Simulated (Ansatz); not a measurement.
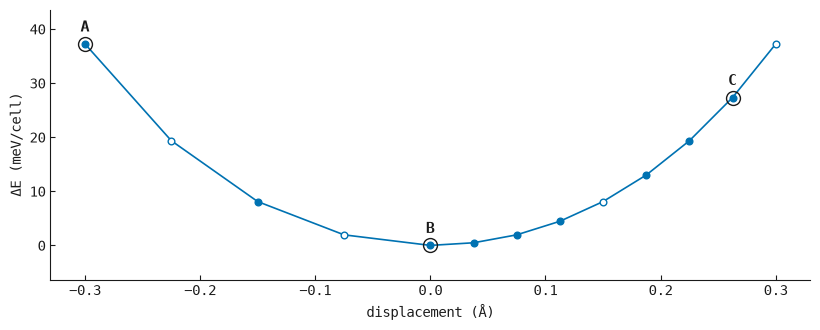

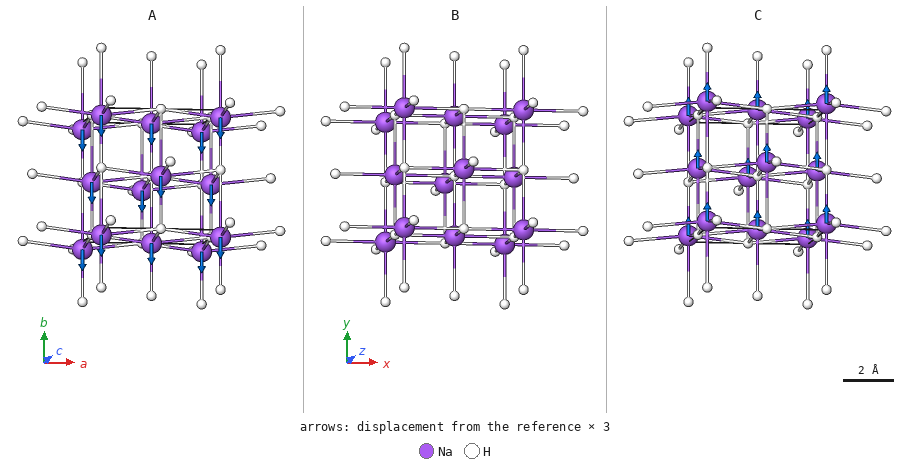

A scan of crystalline NaH (Fm-3m): the whole Na sublattice is shifted rigidly, along Cartesian [0 1 0], all else fixed. The lettered frames are marked on the plot. Hollow markers are points alike by symmetry, not computed again. The picture is a ball-and-stick view of the conventional cell (4 times the calculation's cell), seen along the c axis, with a slight tilt. Blue arrows: displacements from the reference. Lengths and directions refer to the drawn axes.

Level of theory: DFT LDA, scalar-relativistic, plane waves, PAW (Ansatz). (plane-wave cutoff 420 eV; k-point mesh 8 × 8 × 8; occupations gaussian; smearing width 0.05 eV; no spin polarisation). Energies (free energies at the smearing named) are counted from the cell as listed in its source, which wasn't relaxed.

Describe the profile.

Answer. Of the computed points the lowest is at the displacement 0.00 Å, 0.0 meV/cell. The curvature at zero is about 0.69 eV/Å² per cell. The well is symmetric. At the highest point the shortest interatomic distance is 2.14 Å, against 2.44 Å in the reference. The distortion takes the space group from Fm-3m to I4mm.
